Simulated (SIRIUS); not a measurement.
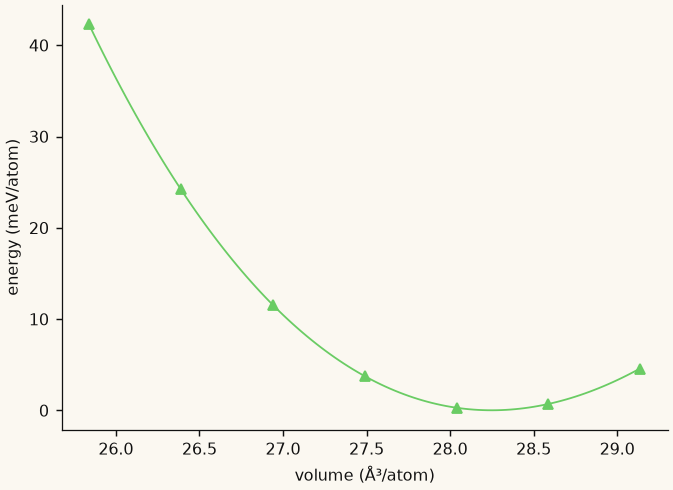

The plot gives the computed energy against volume for InAs, space group F-43m (No. 216).

Starting cell:
```
CELL_PARAMETERS angstrom
0.00000 3.01800 3.01800
3.01800 0.00000 3.01800
3.01800 3.01800 0.00000
ATOMIC_POSITIONS crystal
In 0.00000 0.00000 0.00000
As 0.75000 0.75000 0.75000
```

Method: plane-wave DFT, no spin polarisation; energies at scaled volumes of the given cell, shape and fractions fixed, counted from the fit's minimum, third-order Birch-Murnaghan fit (SIRIUS 7.10.0). Level: PBEsol.

| setting | value |
| --- | --- |
| k mesh | 8×8×8 |
| occupations | Fermi–Dirac |
| smearing width | 0.05 eV |
| potentials | dojo sr pbesol 0.4.1 standard |
| wave cutoff | 1152 eV |
| density cutoff | 4606 eV |

This calculation gives: equilibrium volume 28.25 Å³/atom and bulk modulus 55.7 GPa.

Now As is replaced by P on all its sites, which gives InP in the same structure. The second calculation uses wave cutoff 960.018 eV. What happens?

The equilibrium volume falls from 28.25 to 25.43 Å³/atom (−10 %) and the bulk modulus rises from 55.7 to 66.5 GPa (+19 %).

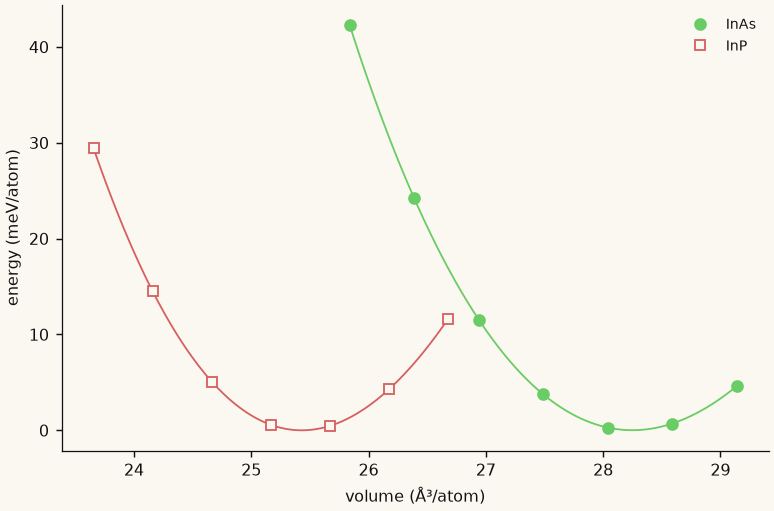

The two results together.

V0 and the bulk modulus come from third-order Birch–Murnaghan fits.
